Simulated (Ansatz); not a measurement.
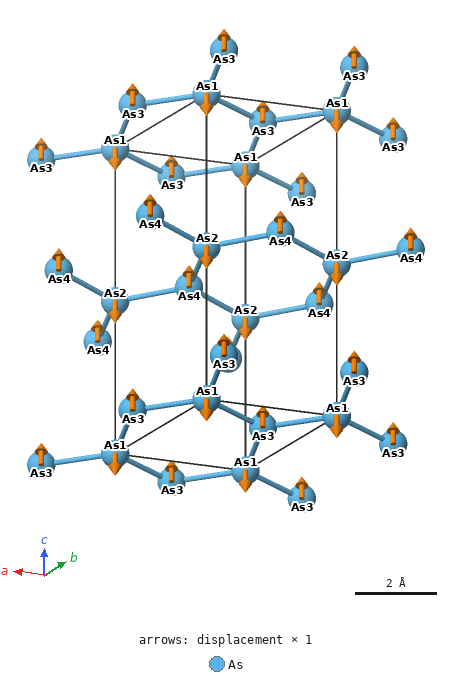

A relaxation of a crystal of As (built on the C_186 type) (coarse preliminary run). The starting structure is drawn; orange arrows show the displacements (the part carried along by the change of the cell is left out), at their true length.

A ball-and-stick model of the cell of the calculation, seen from a free direction.

Case: C type (P6_3mc, No. 186).

Computed with DFT PBE, scalar-relativistic, plane waves, PAW (Ansatz 0.2.0). Settings: plane-wave cutoff 420 eV; k-point mesh 6 × 6 × 2; occupations gaussian; smearing width 0.1 eV; no spin polarisation; cell and atoms relaxed; force threshold 0.04 eV/Å; at most 70 steps.

What did the optimiser do to the structure, and how much energy did it gain?

Answer. Over 8 accepted moves (9 points after the start) the energy falls by 19.369 eV per cell of the calculation. The largest force component goes from 1 to 0.023 eV/Å. The pressure goes from 101.42 to 0.17 GPa. At 1 point the geometry stayed and the basis and grid were re-selected for the new cell (energy shift of 10.0 meV per cell of the calculation at most each time). The largest moves relative to the cell, 0.66 Å, are those of As1, As2, As3 and As4. As4 goes along +c. The drawn cell changes as follows: a = b 3.307 → 3.659 Å (+10.6 %), c 9.092 → 8.882 Å (−2.3 %); the volume changes by +19.6 %. Some distances before and after: As1–As3 1.910 → 2.515 Å, As1–As1 3.307 → 3.659 Å. Among the angles between lasting bonds that change: As3–As1–As3 119.9° → 93.3°. The space group stays P6_3mc (No. 186). The run took about 40 core-seconds on a shared host.
